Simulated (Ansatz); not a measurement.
# Al: what the fields show

Input

```
crystal:
  lattice:
    - [-1.59121869, 1.5116577555, 1.5116577555]
    - [1.59121869, -1.6707796245, 1.6707796245]
    - [1.59121869, 1.6707796245, -1.6707796245]
  atoms:
    - { symbol: Al, position: [0.0, 0.0, 0.0] }
basis:
  ecutwfc: 500
kpoints:
  mp_grid: { grid: [20, 20, 20] }
hamiltonian:
  xc: r2scan
scf:
  occupations: { method: gaussian, width: 0.15 }
output:
  forces: true
  stress: true
  eigenvalues: true
  write_density: true
  write_potential: true
  elf: true
  volumetric_format: npy
```

Run with:

```sh
ansatz run input.yaml --threads 1 --pin off --max-ram 2560MiB --backend cpu --events-out ev --progress --plain --runs-dir out
```

Below, planes, directions and counts refer to the conventional cell (a = 3.18 Å, b = 4.28 Å, c = 4.73 Å, α = 90.00°, β = 90.00°, γ = 90.00°).

Space group Fmmm; a structure from a database of computed crystals, not necessarily the ambient phase; changed on purpose from its base cell (strain -0.1000 x Voigt [0, 0, 0, 1, 0, 0], atoms carried along); computed without spin polarisation.

These are results of Ansatz 0.2.0, DFT r2SCAN, scalar-relativistic, plane waves, PAW, not measurements.

The density is the valence pseudo-density of a PAW calculation; it isn't the true density close to the nuclei.

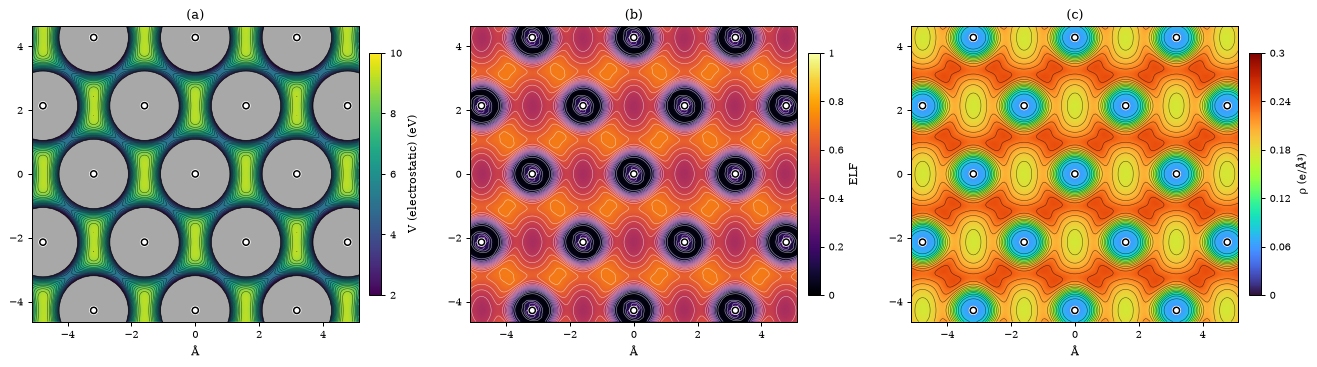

Figure 1. (a) electrostatic potential energy of an electron; (b) electron localisation function; (c) valence pseudo-density on the (001) plane of the conventional cell. Circles mark the nuclei in the plane (Al). Grey discs cover the atomic cores in the potential map.

Interpret the plot.

Answer.
- Atoms in the plane: Al.
- Al–Al (2.66 Å): the density is about 0.24 e/Å³ at the midpoint; the ELF peaks at about 0.70 between the atoms.
- Between the atoms the lowest density in this plane is 0.17 e/Å³.
- Outside the cores the potential energy rises away from the atoms and is highest about 1.6 Å from the nearest atoms; its zero is arbitrary.

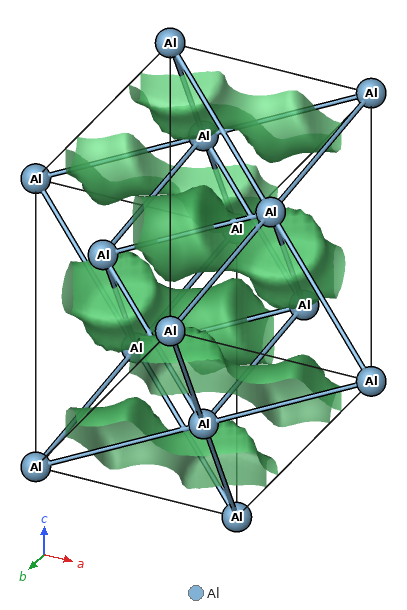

Figure 2. Isosurface of the electron localisation function at 0.6 (green), seen at an oblique angle. Core shells and regions of very low density are left out. Sticks mark near contacts.

Describe the localisation domains.

Answer. The ELF exceeds this value in channels that run through the cell in one direction, counted in one cell of 4 atoms. Regions shared between cells count once. There are no localised bonds or lone pairs at this value. Along the contacts the grid gives the following. Al–Al (2.85 Å): the ELF is about 0.55 at the midpoint.

Does the calculation give a band gap?

Answer. It is gapless in this calculation (a metal or semimetal).
